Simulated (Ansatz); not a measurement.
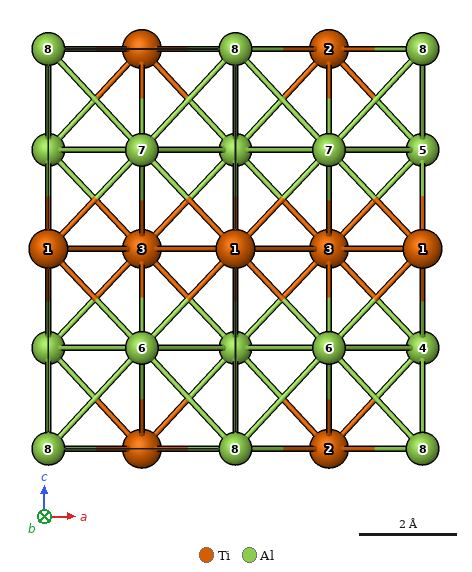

A crystal of Ti3Al5 (set up in P4/mmm), before the relaxation. The picture is a ball-and-stick view of the cell of the calculation, repeated 2 × 1 × 1 with one cell outlined, seen along the b axis.

Case: cell and atoms relaxed tightly for response.

Level of theory: DFT PBEsol, scalar-relativistic, plane waves, PAW (Ansatz 0.2.0).

Input
```yaml
crystal:
  lattice:
    - [3.88329512, 0.0, 0.0]
    - [0.0, 3.88329512, 0.0]
    - [0.0, 0.0, 8.2968849556]
  atoms:
    - { symbol: Ti, position: [0.0, 0.0, 0.5] }
    - { symbol: Ti, position: [0.5, 0.5, 0.0] }
    - { symbol: Ti, position: [0.5, 0.5, 0.5] }
    - { symbol: Al, position: [0.0, 0.5, 0.2523516168] }
    - { symbol: Al, position: [0.0, 0.5, 0.7476483832] }
    - { symbol: Al, position: [0.5, 0.0, 0.2523516168] }
    - { symbol: Al, position: [0.5, 0.0, 0.7476483832] }
    - { symbol: Al, position: [0.0, 0.0, 0.0] }
basis:
  ecutwfc: 420
kpoints:
  mp_grid: { grid: [10, 10, 4] }
hamiltonian:
  xc: pbesol
scf:
  occupations: { method: fermi_dirac, width: 0.15 }
output:
  forces: true
  stress: true
  eigenvalues: true
relax:
  adjacent_minimum: "off"
  f_tol: 0.001
  max_steps: 60
  cell: { stress_tol: 0.01 }
```

Command:
```bash
ansatz run input.yaml --threads 2 --pin off --max-ram 6144MiB --backend cpu --events-out ev --progress --plain --runs-dir out
```

> Where does the relaxation end?

Over 2 accepted moves (3 points after the start) the energy falls by 2.0 meV per cell of the calculation. Largest force component: 0.01 eV/Å at the start, 0.00066 eV/Å at the end. The pressure goes from 0.19 to 0.00 GPa. The SCF was repeated once at an unchanged geometry on a basis and grid sized afresh for the cell, which shifted the energy by 0.1 meV per cell of the calculation at most. The atoms keep their places relative to the cell (all moves are under 0.005 Å). The drawn cell changes as follows: a = b 3.883 → 3.895 Å (+0.3 %), c 8.297 → 8.261 Å (−0.4 %); the volume changes by +0.2 %. Some distances before and after: Ti2–Al8 2.746 → 2.754 Å, Al4–Al6 2.746 → 2.754 Å, Ti1–Ti3 2.746 → 2.754 Å. The space group stays P4/mmm (No. 123).

History of the run:

```
step  E − E(0), meV/atom  largest force component, eV/Å  pressure, GPa  volume, Å³/atom                      note
   0                0.00                         0.0105           0.19           15.640                          
   1               -0.22                         0.0147           0.00           15.662                          
   2               -0.24                         0.0007           0.00           15.664                          
   3               -0.25                         0.0007           0.00           15.664  same geometry, new basis
```
